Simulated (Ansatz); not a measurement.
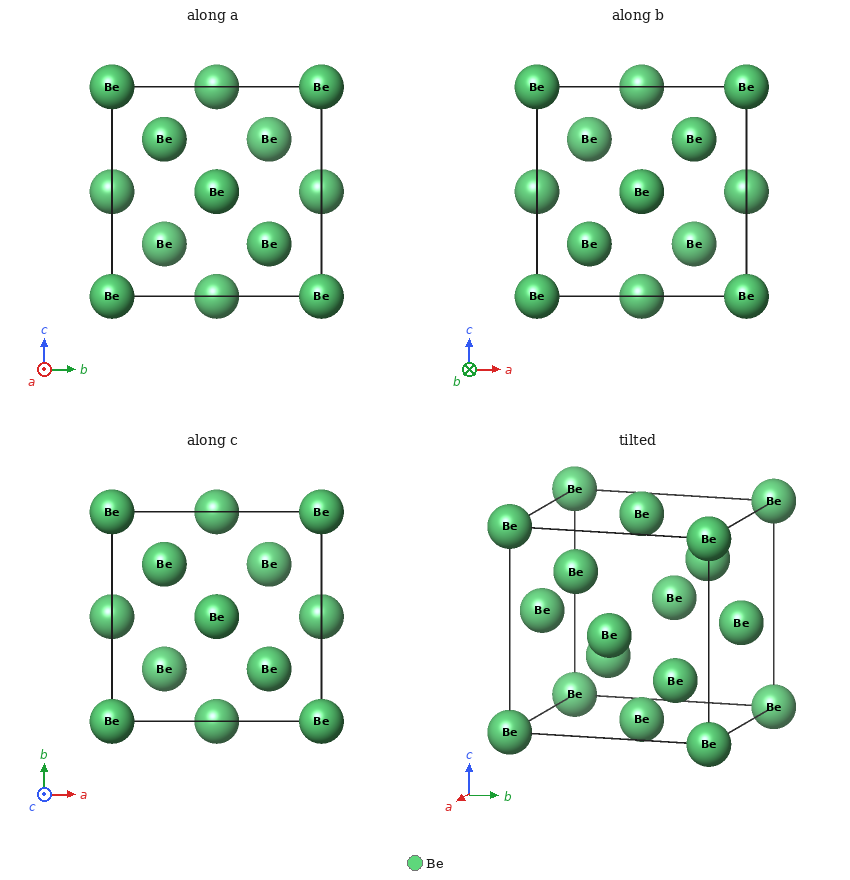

The image is a spheres-only drawing of a crystal, viewed along the a axis, along the b axis, along the c axis and slightly off an axis. The lines enclose the conventional unit cell; boundary atoms appear with their images.

Lattice parameters: a = 5.071 Å, b = 5.071 Å, c = 5.071 Å, α = 90.00°, β = 90.00°, γ = 90.00°.

Q: Reconstruct the structure as a table of Wyckoff sites.

A: Space group Fd-3m:1 (No. 227).
| atom | site | x | y | z |
| --- | --- | --- | --- | --- |
| Be | 8a | 0.2500 | 0.7500 | 0.7500 |

Starting structure: a structure type filled with this element by a generator (whether the element takes this form wasn't checked). Earlier steps of the study may have refined or changed the cell and positions. It was run through Ansatz as a DFT input.
